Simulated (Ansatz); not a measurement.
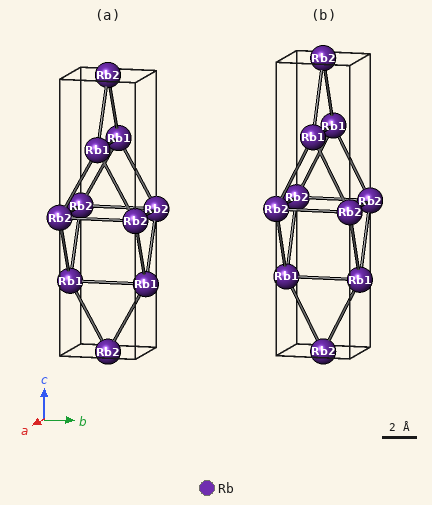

Left: a symmetric starting cell of Rb. Right: the same structure after one change, at the same scale. Style: ball-and-stick. Shown: the conventional cell (2 times the calculation's cell), slightly off an axis. Lengths and directions refer to the drawn axes.

These are results of Ansatz, DFT PBE, scalar-relativistic, plane waves, PAW, not measurements. Settings: plane-wave cutoff 420 eV; k-point mesh 12 × 12 × 12; occupations gaussian; smearing width 0.1 eV; no spin polarisation.

Question: What distinguishes the right structure from the left one?

Answer: The cell is strained by +6.0 % along c and −3.0 % across it (volume −0.2 %), the atoms keeping their fractional coordinates. No relaxation follows. The starting cell wasn't computed here and needn't be at equilibrium, so pressure and forces aren't due to the change alone.

Question: And its effect?

Answer: Near-neighbour distances before and after: Rb–Rb 4.866 → 5.058 Å, Rb–Rb 4.758 → 4.616 Å. The space group stays I4_1/amd (No. 141). The pressure is 0.0 GPa (not all of it need come from the change, since the unchanged cell can be under pressure at this level too). The principal stresses (compression positive) are −0.2 GPa along c and 0.1 GPa across it. All forces vanish by symmetry.
